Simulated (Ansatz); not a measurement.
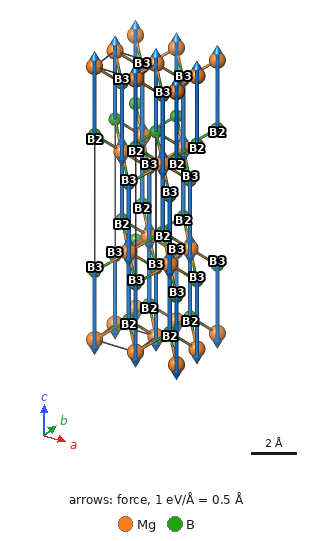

Starting geometry of crystalline MgB₂ (built on the cadmium chloride_166 type) (coarse preliminary run) with the computed forces as blue arrows. Style: ball-and-stick. Shown: the conventional cell (3 times the calculation's cell), repeated 2 × 2 × 1 with one cell outlined, slightly off an axis. Lengths and directions refer to the drawn axes.

Case: cadmium chloride type (R-3m, No. 166).

Computed with DFT PBE, scalar-relativistic, plane waves, PAW in Ansatz 0.2.0.

The input:
```yaml
crystal:
  lattice:
    - [1.4066681167, 0.8121402158, 4.2484975563]
    - [-1.4066681167, 0.8121402158, 4.2484975563]
    - [0.0, -1.6242804317, 4.2484975563]
  atoms:
    - { symbol: Mg, position: [0.0, 0.0, 0.0] }
    - { symbol: B, position: [0.75, 0.75, 0.75] }
    - { symbol: B, position: [0.25, 0.25, 0.25] }
basis:
  ecutwfc: 420
kpoints:
  mp_grid: { grid: [6, 6, 6] }
hamiltonian:
  xc: pbe
scf:
  occupations: { method: gaussian, width: 0.1 }
  lower_state_search: "off"
output:
  forces: true
  stress: true
  eigenvalues: true
relax:
  adjacent_minimum: "off"
  f_tol: 0.04
  max_steps: 70
  cell: { stress_tol: 0.4 }
```

Run as
```bash
ansatz run input.yaml --threads 1 --pin off --max-ram 2560MiB --backend cpu --events-out ev --progress --plain --runs-dir out
```

### Is this structure relaxed? If not, where do the atoms go?

It isn't relaxed: the largest force vector, on B atoms, is 7.83 eV/Å. The atoms end up moving mostly along the starting forces (cosine between the two patterns 1.00). The energy falls by 3007 meV per atom in 9 accepted moves (11 points after the start). Largest force component: 7.8 eV/Å at the start, 0.013 eV/Å at the end. The pressure goes from 70.60 to −0.03 GPa. The SCF was repeated twice at an unchanged geometry on a basis and grid sized afresh for the cell, which shifted the energy by 3.4 meV per atom at most. The largest moves relative to the cell, 0.89 Å, are those of B2 and B3. B3 goes along −c. Mg stays in place. The volume changes by +14.7 %, with a = b 2.813 → 3.039 Å (+8.0 %), c 12.745 → 12.522 Å (−1.8 %). Near-neighbour distances that change, for instance: Mg1–B2 3.186 → 2.238 Å, B2–B3 2.674 → 1.780 Å, Mg1–B2 (another image) 1.941 → 2.613 Å, Mg1–Mg1 2.813 → 3.039 Å. New bonds form: B2–B3 (2.67 → 1.78 Å), Mg1–B2 (3.19 → 2.24 Å), Mg1–B3 (3.19 → 2.24 Å). Among the angles between lasting bonds that change: Mg1–B2–Mg1 92.9° → 71.1°, B2–Mg1–B3 87.1° → 108.9°, B2–Mg1–B2 92.9° → 71.1°. The space group stays R-3m (No. 166).
